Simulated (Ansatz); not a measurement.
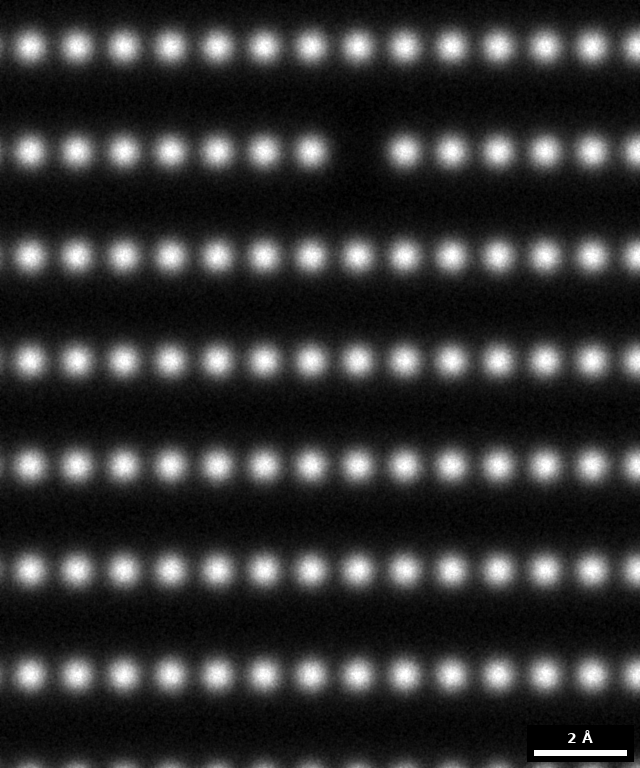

HAADF-like image of Ni (Pm-3m, No. 221) along [210]. Simulation: incoherent imaging, intensity Z^1.6 per atom, probe width 0.50 Å, thin sample. The probe carries 25 % of its weight in a tail 2.5 times as wide. The display is stretched by a gamma of 0.8; percentages refer to the linear signal. Shot noise was added.

The sample is 1 repeat (5.1 Å) thick. One point defect was put into the perfect crystal, without relaxing the atoms around it. Brightness is counted from the darkest point of the image. Host structure: the geometry given to an electronic-structure calculation, possibly off equilibrium; the starting structure was generated, so it need not be a known form of this composition.

### Where is the defect (in Å from the left and the top edge), and what does its contrast suggest?

At about 8 Å from the left and 3 Å from the top. The column has all but vanished there, which points to a vacancy or a much lighter atom. The column holds 1 atom (Ni) through the sample, and one Ni atom is missing, so its peak vanishes.
